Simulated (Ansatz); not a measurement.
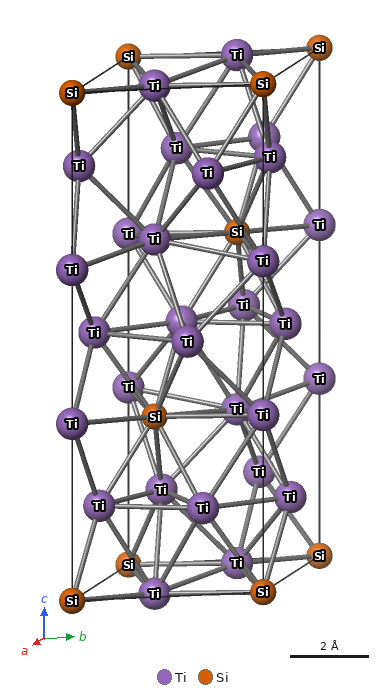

Ball-and-stick drawing of the structure, looking slightly off an axis. Lines trace the edges of the conventional unit cell. Cell: a = 5.05 Å, b = 5.05 Å, c = 13.32 Å, α = 90.00°, β = 90.00°, γ = 120.00°.

Origin of the cell: a structure listed in the Materials Project. Earlier steps of the study may have refined or changed the cell and positions. It was run through Ansatz as a DFT input.

What can be read from this drawing?

Answer. Formula: Ti5Si. The atoms follow space group R32 (No. 155); the Bravais lattice is rhombohedral (trigonal R). With Z = 3, the cell contains 15 Ti, 3 Si. By contacts within bonding range, the coordination numbers are Ti 10 to 12 (mean 10.8) and Si 12. Not all metal-metal contacts are counted.

Calculation details: Ansatz 0.2.0, DFT PBE, scalar-relativistic, plane waves, PAW; E_cut = 420 eV, k-points about 0.13 Å⁻¹ apart, Gaussian smearing of 0.1 eV, no spin polarisation.

Classify it as metallic or gapped, with the value.

Answer. A metal: bands cross the Fermi level.

How charged are the atoms, by the Bader scheme?

Answer. Ti +0.24 to +0.53 e; Si -1.77 e.

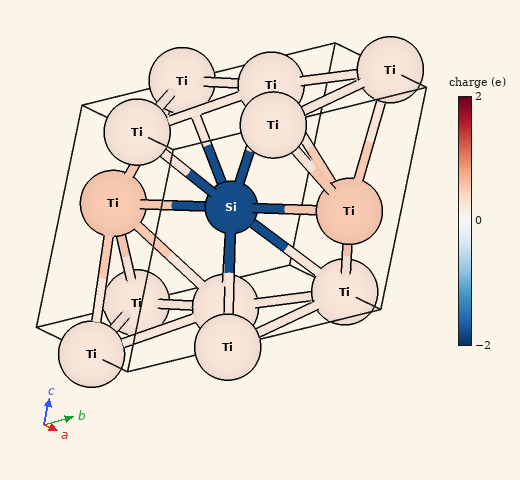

The atoms coloured by those charges. The run's cell of 6 atoms is drawn in a reduced setting, so axes and origin can differ from the first picture.

Does the calculation find this structure at rest?

Answer. Yes. All forces vanish to within 0.01 eV/Å. The pressure is 0.0 GPa, close to zero.
